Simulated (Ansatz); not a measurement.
Cell and atoms:

```
Zn Se
1.0
     3.59443    0.00000    0.00000
     0.00000    3.59443    0.00000
     0.00000    0.00000    9.97887
Zn Se
2 4
Direct
  0.00000 0.00000 0.00000
  0.50000 0.50000 0.50000
  0.50000 0.50000 0.12194
  0.00000 0.00000 0.37806
  0.00000 0.00000 0.62194
  0.50000 0.50000 0.87806
```

> Characterise the structure given above.

Formula: ZnSe2. The lattice is body-centred tetragonal and the space group I4/mmm (No. 139). Cell content: 2 Zn, 4 Se, that is 2 formula units. About every Zn there are eight Se in a distorted cubic arrangement at 2.82 Å. Every Se atom has four Zn and one Se (2.82 Å to Zn, 2.43 Å to Se) as neighbours. The bonds build ZnSe2 layers parallel to (001).

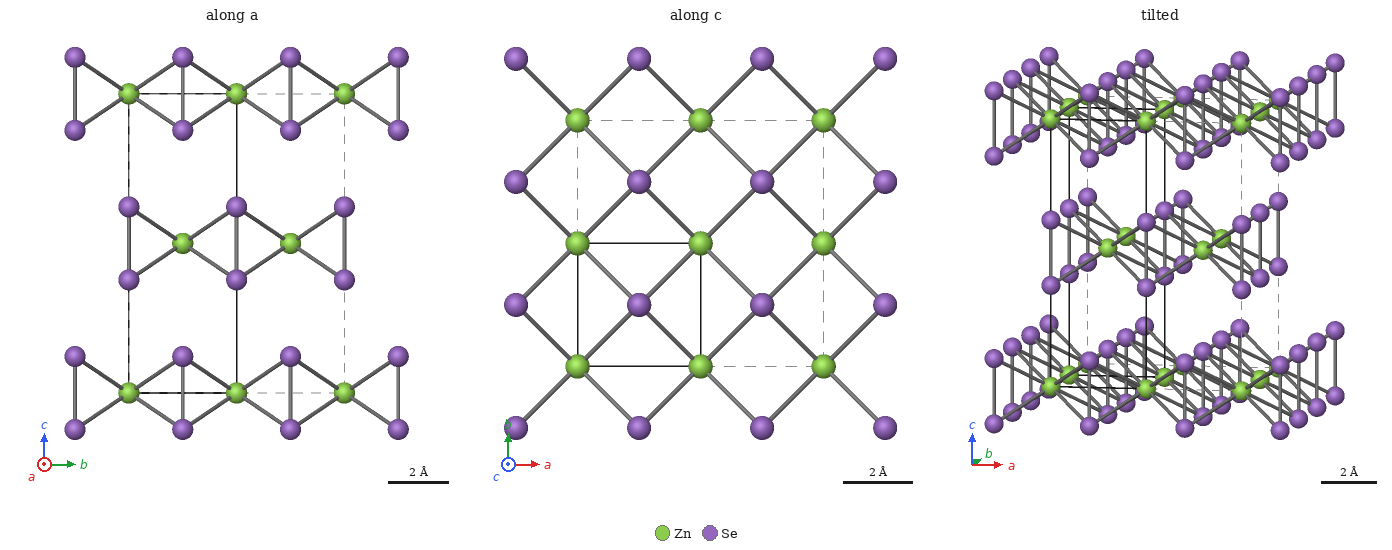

The image is a ball-and-stick drawing of a crystal, viewed along the a axis, along the c axis and slightly off an axis. The drawing covers 2×2×1 cells, and the solid lines enclose one conventional unit cell. A few atoms beyond the faces are included. Colours: zinc green, selenium purple.

The model was built from a textbook structure type filled with these elements (whether it is the usual form wasn't checked). This is the structure after a relaxation with Ansatz 0.2.0, DFT r2SCAN, scalar-relativistic, plane waves, PAW.
